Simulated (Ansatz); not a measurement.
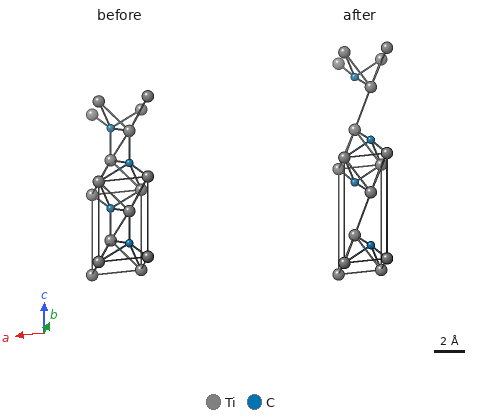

The structure of a crystal of Ti3C2 (built on the A-type sesquioxide_164 type) (coarse preliminary run) before (left) and after (right) a relaxation, at one scale.

Style: ball-and-stick. Shown: the cell of the calculation, repeated 1 × 1 × 2 with one cell outlined, from a free direction.

Case: anti-A-type sesquioxide type (P-3m1, No. 164).

All numbers below come from DFT r2SCAN, scalar-relativistic, plane waves, PAW in Ansatz 0.2.0. Set-up: plane-wave cutoff 500 eV; k-point mesh 6 × 6 × 4; occupations gaussian; smearing width 0.1 eV; no spin polarisation; cell and atoms relaxed; force threshold 0.04 eV/Å; at most 70 steps.

> Describe what moved and what it gained.

The largest moves relative to the cell, 0.50 Å, are those of C atoms. Largest moves by element: C 0.50 Å, Ti 0.24 Å. Cell: a = b 3.563 → 3.093 Å (−13.2 %), c 5.543 → 7.279 Å (+31.3 %). Volume −1.1 %. Some distances before and after: C–Ti 2.217 → 3.652 Å, Ti–Ti 2.611 → 3.151 Å, Ti–Ti 3.563 → 3.093 Å, C–Ti 2.465 → 2.200 Å. Bonds break: C–Ti (2.22 → 3.65 Å). Bond angles that change, for instance: Ti–C–Ti 112.3° → 96.4°, Ti–C–Ti 163.1° → 174.8°, Ti–C–Ti 75.9° → 87.0°. The space group stays P-3m1 (No. 164). After 10 accepted moves (12 points after the start) the energy has fallen by 397 meV per atom. The largest force component goes from 1.8 to 0.034 eV/Å. The pressure goes from −6.68 to −0.15 GPa. At 2 points the geometry stayed and the basis and grid were re-selected for the new cell (energy shift of 8.1 meV per atom at most each time). The run took 48 s on 1 thread of Intel(R) Xeon(R) 6975P-C (Granite Rapids), with other jobs on the host, peak memory 0.56 GiB.
